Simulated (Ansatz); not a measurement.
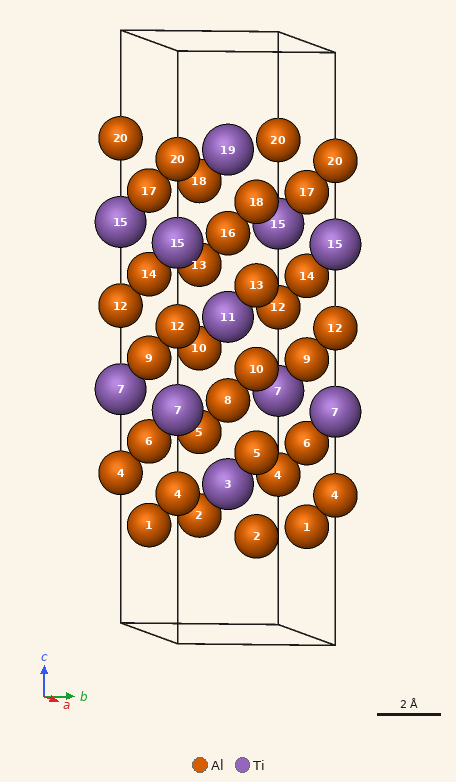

**Figure 1.** The starting structure (spheres-only view of the cell of the calculation, with the vacuum cut short, seen slightly off an axis; atoms are numbered from 1 in the order of the input). An atom can appear more than once, as a periodic image.

## Geometry relaxation of TiAl₃ (part 1 of 3)

TiAl₃ (slab, 20 atoms in the cell), computed with DFT r2SCAN, scalar-relativistic, plane waves, PAW, no spin polarisation (Ansatz 0.2.0).

The structure derives from a Materials Project entry. It belongs to a series of runs on one base structure; here: (1 1 0) slab, atoms relaxed. Figures and captions count atoms from 1; the log counts them from 0 in places.

### Input file
```yaml
crystal:
  lattice:
    - [5.0642163393, 0.0, 0.0]
    - [2.1767051331, 4.5725531046, 0.0]
    - [0.0, 0.0, 27.1678957498]
  atoms:
    - { symbol: Al, position: [0.5, 0.0, 0.27606113] }
    - { symbol: Al, position: [0.0, 0.5, 0.27606113] }
    - { symbol: Ti, position: [0.5, 0.5, 0.3258253233] }
    - { symbol: Al, position: [0.0, 0.0, 0.3258253233] }
    - { symbol: Al, position: [0.0, 0.5, 0.3755895167] }
    - { symbol: Al, position: [0.5, 0.0, 0.3755895167] }
    - { symbol: Ti, position: [0.0, 0.0, 0.42535371] }
    - { symbol: Al, position: [0.5, 0.5, 0.42535371] }
    - { symbol: Al, position: [0.5, 0.0, 0.4751179033] }
    - { symbol: Al, position: [0.0, 0.5, 0.4751179033] }
    - { symbol: Ti, position: [0.5, 0.5, 0.5248820967] }
    - { symbol: Al, position: [0.0, 0.0, 0.5248820967] }
    - { symbol: Al, position: [0.0, 0.5, 0.57464629] }
    - { symbol: Al, position: [0.5, 0.0, 0.57464629] }
    - { symbol: Ti, position: [0.0, 0.0, 0.6244104833] }
    - { symbol: Al, position: [0.5, 0.5, 0.6244104833] }
    - { symbol: Al, position: [0.5, 0.0, 0.6741746767] }
    - { symbol: Al, position: [0.0, 0.5, 0.6741746767] }
    - { symbol: Ti, position: [0.5, 0.5, 0.72393887] }
    - { symbol: Al, position: [0.0, 0.0, 0.72393887] }
basis:
  ecutwfc: 500
kpoints:
  mp_grid: { grid: [8, 8, 1] }
hamiltonian:
  xc: r2scan
scf:
  occupations: { method: gaussian, width: 0.1 }
output:
  forces: true
  eigenvalues: true
  write_density: true
  write_potential: true
  elf: true
  volumetric_format: npy
relax:
  adjacent_minimum: "off"
  f_tol: 0.02
  max_steps: 60
efield:
  axis: 3
  dipole_correction: true
  ramp_width: 0.04
```

Run on 2 threads of AMD EPYC (Zen 3), 32 GiB of memory available, shared host.

Command:
```bash
ansatz run input.yaml --threads 2 --pin off --max-ram 5120MiB --backend cpu --events-out ev --progress --plain --runs-dir out
```

### Output
```
Engine: ansatz 0.2.0, x86_64-unknown-linux-gnu
Pseudopotentials: kind: paw
Pseudopotential: Al, paw, valence charge 3, recommended cutoff 500 eV (meta_gga), Al.paw.azcp
Pseudopotential: Ti, paw, valence charge 12, recommended cutoff 500 eV (meta_gga), Ti.paw.azcp
Functional definition: r2SCAN
  parameter k0 = 0.174
  parameter k1 = 0.065
  parameter a1 = 4.9479
  exchange = r2scan_x(k0 = k0, k1 = k1, a1 = a1)
  correlation = r2scan_c
Crystal: 20 atoms, lattice volume = 629.111 Å³
Basis set: ecut = 500 eV, 15941 PW (Γ), exchange–correlation on 160×160×800 points (64 copies of the dense FFT grid, shifted against one another)
Bands: 73, of which v1, the nominal top of the filled ones, is band 53 counted from 1 (52 counted from 0)
Symmetry: 4 space group operations
Space group: Cmm2 (ITA 35), of the structure as read, at distance tolerance 8.6e-5 Å
k-points: 21 of 64
Non-local potential: Al, projectors of the file, l = 0: 2, l = 1: 2, l = 2: 1
Non-local potential: Ti, projectors of the file, l = 0: 3, l = 1: 2, l = 2: 3, l = 3: 1
PAW form: soft (Blöchl's): semilocal exchange-correlation on the pseudo side does not see the compensation charge
PAW frozen core: Al, regenerated for the run's functional (the file was generated under x = pbe(κ = 0.804, μ = 0.2195149727645171), c = pbe(β = 0.06672455060314922))
PAW frozen core: Ti, regenerated for the run's functional (the file was generated under x = pbe(κ = 0.804, μ = 0.2195149727645171), c = pbe(β = 0.06672455060314922))
PAW one-centre angular grid: Al, 302 points (default); XC on 160 Gauss nodes
PAW one-centre angular grid: Ti, 590 points (default); XC on 160 Gauss nodes
Initial density: superposition of atomic densities (neutral atoms: chi_scale 0, normalization atom), corrected by the library's trained network
Initial wavefunctions: pseudopotential atomic-orbital guess
Functional: x = r2scan, c = r2scan; τ floored in thin density (d = 2e-4 eV/Å³)
SCF iter   1: F=—  HF=-20630.761261 eV  |F-HF|=—  |Δ(HF+E_count)|=         —  Δρ=9.89e-3  dr2=1.09e0  dr2_τ=1.33e-1  ethr=1.77e-3  p=0.071 e·Å  D=2.03e-2 V/Å  ΔV_dip=-0.55 eV  dr2_dipole=1.64e-1  V_vac-E_F(+/−)=3.71/4.26 eV  ⟨swp⟩=11.2  Hψ=8642  notcnv=0
efield: sawtooth ramp at fractional position 0.9800 (placed from the atoms, in the widest stretch of the axis that holds none; the zero of the levels goes with the place), width 0.0400; the density the first Hamiltonian is built on has a dipole p = 0.071 e·Å; the dipole correction subtracts the counter field D = 2.03e-2 V/Å, which shifts the + side's vacuum level by -0.55 eV against the − side's; the planar-averaged density in the ramp window peaks in size at 1.5e-5 e/Å³
preconditioner: auto → LDOS  [metal: Δε(μ)=0.014 eV  Ē_g=5.321 eV  σ=0.100 eV  W_gap=0.08  n_scr=94 (ndim 8)  ℏωp=11.9 eV  f_vac=0.413  D(μ)=12.61/eV (n_scr^D=82)  β→1.0]
SCF iter   2: F=—  HF=-20630.925699 eV  |F-HF|=—  |Δ(HF+E_count)|=   1.64e-1  Δρ=5.20e-3  dr2=2.21e-1  dr2_τ=2.74e-2  ethr=1.04e-3  p=0.037 e·Å  D=1.07e-2 V/Å  ΔV_dip=-0.29 eV  dr2_dipole=2.63e-2  V_vac-E_F(+/−)=3.95/4.24 eV  ⟨swp⟩=3.0  Hψ=3041  notcnv=0  defer=264
SCF iter   3: F=—  HF=-20630.919748 eV  |F-HF|=—  |Δ(HF+E_count)|=   5.95e-3  Δρ=2.20e-3  dr2=5.59e-2  dr2_τ=1.65e-3  ethr=2.10e-4  p=0.032 e·Å  D=9.13e-3 V/Å  ΔV_dip=-0.25 eV  dr2_dipole=1.41e-3  V_vac-E_F(+/−)=3.95/4.20 eV  ⟨swp⟩=2.0  Hψ=2348  notcnv=0  defer=264
SCF iter   4: F=—  HF=-20630.915449 eV  |F-HF|=—  |Δ(HF+E_count)|=   4.30e-3  Δρ=8.85e-4  dr2=7.21e-3  dr2_τ=6.28e-5  ethr=5.32e-5  p=0.027 e·Å  D=7.85e-3 V/Å  ΔV_dip=-0.21 eV  dr2_dipole=8.61e-7  V_vac-E_F(+/−)=4.00/4.22 eV  ⟨swp⟩=2.5  Hψ=1888  notcnv=0  defer=264
SCF iter   5: F=—  HF=-20630.914373 eV  |F-HF|=—  |Δ(HF+E_count)|=   1.08e-3  Δρ=2.42e-4  dr2=6.00e-4  dr2_τ=1.55e-5  ethr=6.86e-6  p=0.024 e·Å  D=6.93e-3 V/Å  ΔV_dip=-0.19 eV  dr2_dipole=1.36e-6  V_vac-E_F(+/−)=4.03/4.22 eV  ⟨swp⟩=2.2  Hψ=2246  notcnv=0  defer=264
SCF iter   6: F=—  HF=-20630.914439 eV  |F-HF|=—  |Δ(HF+E_count)|=   6.67e-5  Δρ=5.76e-5  dr2=4.01e-5  dr2_τ=1.74e-6  ethr=5.71e-7  p=0.022 e·Å  D=6.39e-3 V/Å  ΔV_dip=-0.17 eV  dr2_dipole=1.03e-6  V_vac-E_F(+/−)=4.05/4.22 eV  ⟨swp⟩=2.2  Hψ=2308  notcnv=0  defer=264
SCF iter   7: F=-20630.914434 eV  HF=-20630.914441 eV  |F-HF|=6.92e-6  |Δ(HF+E_count)|=   1.40e-6  Δρ=2.43e-5  dr2=9.41e-6  dr2_τ=1.84e-7  ethr=9.52e-9  p=0.022 e·Å  D=6.25e-3 V/Å  ΔV_dip=-0.17 eV  dr2_dipole=5.99e-7  V_vac-E_F(+/−)=4.05/4.22 eV  ⟨swp⟩=28.5  Hψ=17931  notcnv=0
SCF 1 converged in 7 iterations: F = -20630.914434 eV  dr2 = 9.41e-6
  greatest PAW one-centre occupation: 1.001 electrons in one spin orbital (limit 2), on the Ti atom at site 18 (counted from 0), in its partial waves of l = 1
relax step   1: F+E_penalty+E_count = -20630.91443392 eV  Δ(F+E_penalty+E_count) = +0.000e0 eV  max|allowed force component| = 8.445e-1 eV/Å  Δτ_max = 0.0000 Å  (7 SCF iters, dr2 threshold 1.00e-5 eV, accepted)
Initial density: handed on by an earlier stage of this run
Initial wavefunctions: those handed on with the density
iter 1 solved again at ethr=1.73e-3 eV; its pass at ethr=3.10e-3 eV (dr2=1.82e0 eV) is discarded
SCF iter   1: F=—  HF=-20630.467707 eV  |F-HF|=—  |Δ(HF+E_count)|=         —  Δρ=9.92e-3  dr2=1.82e0  dr2_τ=2.60e0  ethr=1.73e-3  p=0.022 e·Å  D=6.25e-3 V/Å  ΔV_dip=-0.17 eV  dr2_dipole=7.64e-2  V_vac-E_F(+/−)=4.11/4.28 eV  ⟨swp⟩=1.1  Hψ=6004  notcnv=0  defer=172
efield: sawtooth ramp at fractional position 0.9800 (handed on by an earlier solve), width 0.0400; the density the first Hamiltonian is built on has a dipole p = 0.022 e·Å; the dipole correction subtracts the counter field D = 6.25e-3 V/Å, which shifts the + side's vacuum level by -0.17 eV against the − side's; the planar-averaged density in the ramp window peaks in size at 1.7e-6 e/Å³
preconditioner: auto → LDOS  [metal: Δε(μ)=0.006 eV  Ē_g=5.292 eV  σ=0.100 eV  W_gap=0.03  n_scr=94 (ndim 8)  ℏωp=11.9 eV  f_vac=0.420  D(μ)=11.51/eV (n_scr^D=76)  β→1.0]
SCF iter   2: F=—  HF=-20631.064609 eV  |F-HF|=—  |Δ(HF+E_count)|=   5.97e-1  Δρ=3.04e-3  dr2=9.79e-2  dr2_τ=1.68e-2  ethr=1.73e-3  p=0.016 e·Å  D=4.49e-3 V/Å  ΔV_dip=-0.12 eV  dr2_dipole=2.37e-8  V_vac-E_F(+/−)=4.08/4.21 eV  ⟨swp⟩=2.6  Hψ=2447  notcnv=0  defer=172
SCF iter   3: F=—  HF=-20631.061851 eV  |F-HF|=—  |Δ(HF+E_count)|=   2.76e-3  Δρ=1.05e-3  dr2=3.07e-2  dr2_τ=2.78e-4  ethr=9.32e-5  p=0.015 e·Å  D=4.31e-3 V/Å  ΔV_dip=-0.12 eV  dr2_dipole=3.85e-3  V_vac-E_F(+/−)=4.16/4.28 eV  ⟨swp⟩=2.3  Hψ=2442  notcnv=0  defer=198
SCF iter   4: F=—  HF=-20631.061241 eV  |F-HF|=—  |Δ(HF+E_count)|=   6.10e-4  Δρ=4.90e-4  dr2=4.17e-3  dr2_τ=5.29e-5  ethr=2.92e-5  p=0.010 e·Å  D=2.99e-3 V/Å  ΔV_dip=-0.08 eV  dr2_dipole=6.66e-4  V_vac-E_F(+/−)=4.20/4.28 eV  ⟨swp⟩=2.2  Hψ=2181  notcnv=0  defer=263
SCF iter   5: F=—  HF=-20631.061177 eV  |F-HF|=—  |Δ(HF+E_count)|=   6.37e-5  Δρ=1.02e-4  dr2=9.66e-5  dr2_τ=2.74e-6  ethr=3.97e-6  p=0.009 e·Å  D=2.44e-3 V/Å  ΔV_dip=-0.07 eV  dr2_dipole=1.12e-5  V_vac-E_F(+/−)=4.22/4.28 eV  ⟨swp⟩=2.2  Hψ=1926  notcnv=0  defer=263
SCF iter   6: F=-20631.061200 eV  HF=-20631.061223 eV  |F-HF|=2.33e-5  |Δ(HF+E_count)|=   4.59e-5  Δρ=3.51e-5  dr2=3.18e-5  dr2_τ=3.26e-7  ethr=4.25e-8  p=0.008 e·Å  D=2.26e-3 V/Å  ΔV_dip=-0.06 eV  dr2_dipole=6.87e-6  V_vac-E_F(+/−)=4.22/4.28 eV  ⟨swp⟩=29.8  Hψ=18863  notcnv=0
SCF 2 converged in 6 iterations: F = -20631.061200 eV  dr2 = 3.18e-5
  greatest PAW one-centre occupation: 1.002 electrons in one spin orbital (limit 2), on the Ti atom at site 18 (counted from 0), in its partial waves of l = 1
relax step   2: F+E_penalty+E_count = -20631.06119989 eV  Δ(F+E_penalty+E_count) = -1.468e-1 eV  max|allowed force component| = 7.224e-1 eV/Å  Δτ_max = 0.1777 Å  (6 SCF iters, dr2 threshold 4.46e-5 eV, accepted)
SCF iter   1: F=—  HF=-20630.897451 eV  |F-HF|=—  |Δ(HF+E_count)|=         —  Δρ=3.23e-3  dr2=2.17e-1  dr2_τ=5.46e-1  ethr=2.14e-3  p=0.008 e·Å  D=2.26e-3 V/Å  ΔV_dip=-0.06 eV  dr2_dipole=5.86e-2  V_vac-E_F(+/−)=4.19/4.25 eV  ⟨swp⟩=3.1  Hψ=2711  notcnv=0  defer=269
efield: sawtooth ramp at fractional position 0.9800 (handed on by an earlier solve), width 0.0400; the density the first Hamiltonian is built on has a dipole p = 0.008 e·Å; the dipole correction subtracts the counter field D = 2.26e-3 V/Å, which shifts the + side's vacuum level by -0.06 eV against the − side's; the planar-averaged density in the ramp window peaks in size at 5.2e-7 e/Å³
preconditioner: auto → LDOS  [metal: Δε(μ)=0.017 eV  Ē_g=5.261 eV  σ=0.100 eV  W_gap=0.09  n_scr=94 (ndim 8)  ℏωp=11.9 eV  f_vac=0.414  D(μ)=12.20/eV (n_scr^D=82)  β→1.0]
SCF iter   2: F=—  HF=-20631.119600 eV  |F-HF|=—  |Δ(HF+E_count)|=   2.22e-1  Δρ=2.10e-3  dr2=1.18e-1  dr2_τ=3.38e-3  ethr=2.07e-4  p=0.011 e·Å  D=3.02e-3 V/Å  ΔV_dip=-0.08 eV  dr2_dipole=3.51e-2  V_vac-E_F(+/−)=4.18/4.27 eV  ⟨swp⟩=2.0  Hψ=3029  notcnv=0  defer=266
SCF iter   3: F=—  HF=-20631.115362 eV  |F-HF|=—  |Δ(HF+E_count)|=   4.24e-3  Δρ=5.21e-4  dr2=9.63e-3  dr2_τ=4.08e-5  ethr=1.12e-4  p=0.011 e·Å  D=3.07e-3 V/Å  ΔV_dip=-0.08 eV  dr2_dipole=4.42e-3  V_vac-E_F(+/−)=4.17/4.25 eV  ⟨swp⟩=1.6  Hψ=1310  notcnv=0  defer=266
SCF iter   4: F=—  HF=-20631.115692 eV  |F-HF|=—  |Δ(HF+E_count)|=   3.30e-4  Δρ=2.13e-4  dr2=1.11e-3  dr2_τ=7.49e-6  ethr=9.17e-6  p=0.011 e·Å  D=3.27e-3 V/Å  ΔV_dip=-0.09 eV  dr2_dipole=4.20e-4  V_vac-E_F(+/−)=4.16/4.25 eV  ⟨swp⟩=2.0  Hψ=1571  notcnv=0  defer=266
SCF iter   5: F=-20631.115689 eV  HF=-20631.115697 eV  |F-HF|=7.28e-6  |Δ(HF+E_count)|=   4.68e-6  Δρ=3.74e-5  dr2=1.56e-5  dr2_τ=9.37e-7  ethr=3.11e-8  p=0.012 e·Å  D=3.45e-3 V/Å  ΔV_dip=-0.09 eV  dr2_dipole=1.40e-6  V_vac-E_F(+/−)=4.15/4.24 eV  ⟨swp⟩=26.7  Hψ=18519  notcnv=0
SCF 3 converged in 5 iterations: F = -20631.115689 eV  dr2 = 1.56e-5
relax step   3: F+E_penalty+E_count = -20631.11568928 eV  Δ(F+E_penalty+E_count) = -5.449e-2 eV  max|allowed force component| = 1.021e-1 eV/Å  Δτ_max = 0.0848 Å  (5 SCF iters, dr2 threshold 3.26e-5 eV, accepted)
```
